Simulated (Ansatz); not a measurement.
System: CsPbCl3.

Input

```
crystal:
  lattice:
    - [4.0031551156, 2.3112226836, 3.2955554574]
    - [-4.0031551156, 2.3112226836, 3.2955554574]
    - [0.0, -4.6224453672, 3.2955554574]
  atoms:
    - { symbol: Cs, position: [0.5, 0.5, 0.5] }
    - { symbol: Pb, position: [0.0, 0.0, 0.0] }
    - { symbol: Cl, position: [0.5, 0.0186003, 0.9813997] }
    - { symbol: Cl, position: [0.0186003, 0.9813997, 0.5] }
    - { symbol: Cl, position: [0.9813997, 0.5, 0.0186003] }
basis:
  ecutwfc: 420
kpoints:
  mp_grid: { grid: [6, 6, 6] }
hamiltonian:
  xc: pbesol
scf:
  occupations: { method: gaussian, width: 0.02 }
output:
  forces: true
  stress: true
  eigenvalues: true
  write_density: true
  write_potential: true
  elf: true
  volumetric_format: npy
relax:
  adjacent_minimum: "off"
  f_tol: 0.005
  max_steps: 80
  cell: { stress_tol: 0.05 }
```

Command:

```sh
ansatz run input.yaml --threads 1 --pin off --max-ram 2560MiB --backend cpu --events-out ev --progress --plain --runs-dir out
```

Below, planes, directions and counts refer to the conventional cell (a = 5.62 Å, b = 5.62 Å, c = 5.62 Å, α = 90.00°, β = 90.00°, γ = 90.00°).

The fields are those of the relaxed geometry.

Space group Pm-3m; a structure from a database of computed crystals, not necessarily the ambient phase.

Method: DFT PBEsol, scalar-relativistic, plane waves, PAW in Ansatz.

Q: What can the converged valence pseudo-density and electron localisation function tell about the bonding?

A: Pb–Cl (2.81 Å): ρ at the midpoint is about 0.26 e/Å³; the ELF peaks at about 0.85 in the valence shell of Cl, 0.8 Å from its nucleus, and drops to about 0.20 between the two atoms.
Cs–Cl (3.97 Å): ρ at the midpoint is about 0.03 e/Å³; the ELF is about 0 at the midpoint: a largely ionic contact.

Q: Does the calculation make it a metal, or give it a gap?

A: It is gapped, with a Kohn–Sham gap of 1.8 eV on the k-point mesh (the band edges may lie off the mesh, which would make the gap smaller).

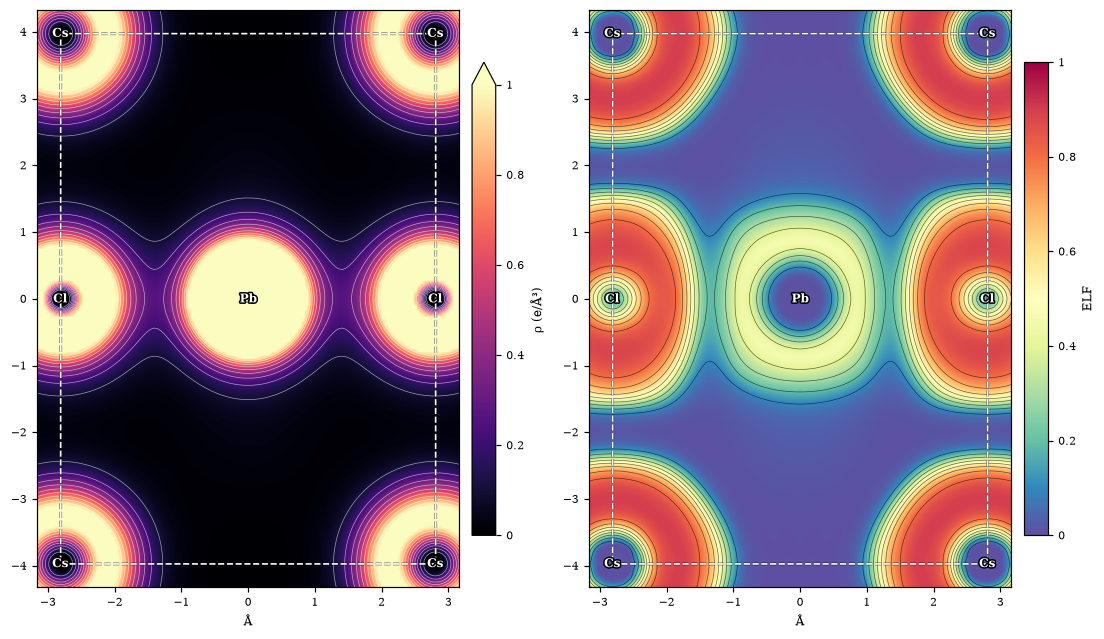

Computed valence pseudo-density and electron localisation function on the (11̄0) plane of the conventional cell, in this order. 

Core electrons are frozen (PAW), and the valence fields are smoothed inside the atomic spheres.
